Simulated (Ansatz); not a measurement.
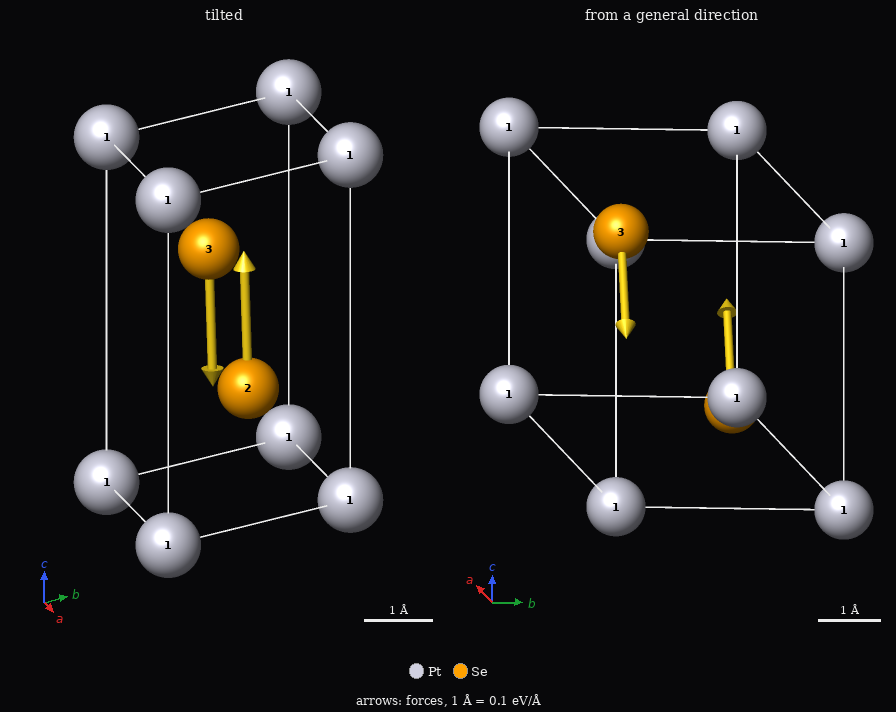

The figure gives a spheres-only picture of the atoms, viewed slightly off an axis and from a general direction. The wireframe shows the cell (the run's own, in a reduced setting). The arrows are the computed forces on the atoms.

System: PtSe2. All computed values are from DFT, PBE, plane waves, PAW (Ansatz). Settings: a cutoff energy of 420 eV, k-points about 0.20 Å⁻¹ apart, Fermi-Dirac smearing of 0.02 eV, no spin polarisation.

Has this structure been optimised to equilibrium?

Answer. No. The atoms still feel forces of up to about 0.17 eV/Å, above a usual threshold of 0.01 to 0.03 eV/Å.

Which atom carries the strongest force?

Answer. Se2 and Se3, about 0.17 eV/Å.

The model was built from a structure type filled with these elements by a generator (whether the compound takes this form wasn't checked). The cell was then strained or its atoms displaced on purpose. Ansatz was used for an electronic-structure calculation on it.
